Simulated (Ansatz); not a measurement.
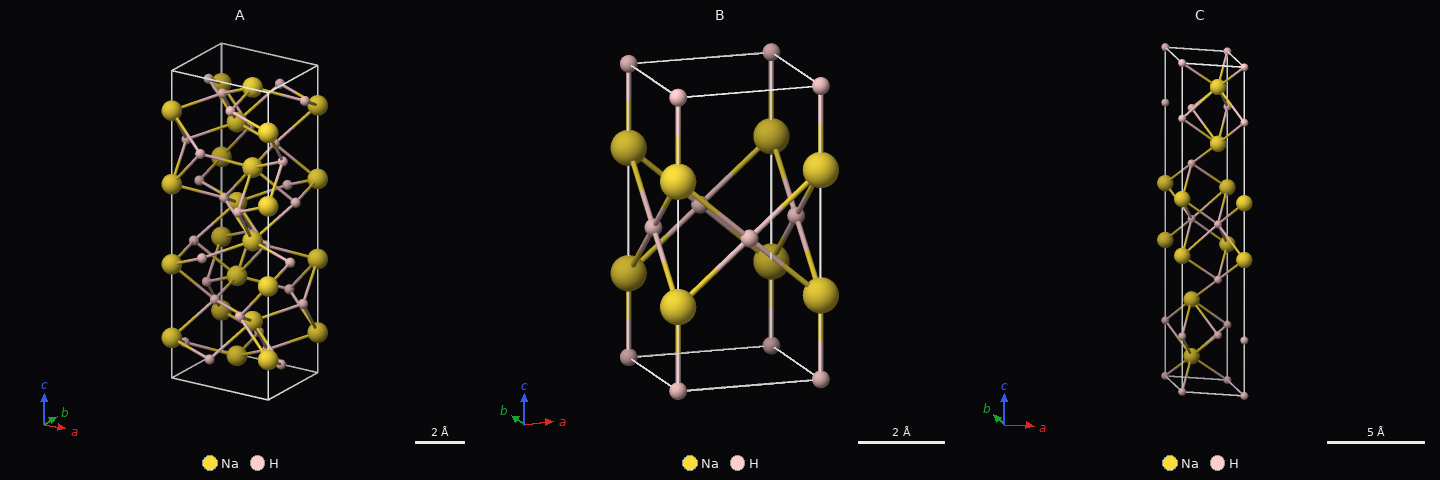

Three structures of Na2H3, each relaxed to rest (conventional cells in solid outline, small ones repeated, each panel with its own scale). Method: DFT PBE, scalar-relativistic, plane waves, PAW in Ansatz, without spin polarisation.

What are the structures shown?

A: 30 atoms a cell on a rhombohedral (trigonal R) lattice, R-3c; B: 5 atoms a cell on a primitive tetragonal lattice, P4/mmm; C: 15 atoms a cell on a rhombohedral (trigonal R) lattice, R-3m.

Which of these is lowest in energy, and how far above it do the others lie?

C, then A (+180 meV/atom) and B (+249 meV/atom), energies at zero smearing.

Collect the results in a table.

| panel | structure | E − E(lowest) (meV/atom) | volume (Å³/atom) | gap (eV) |
| --- | --- | --- | --- | --- |
| C | R-3m | 0 | 11.2 | metal |
| A | R-3c | 180 | 13.9 | metal |
| B | P4/mmm | 249 | 17.8 | metal |

Some of these may be structure types tried for this composition rather than known phases, and the most stable form need not be among them. Gaps are taken on the k-mesh or band path of each run.
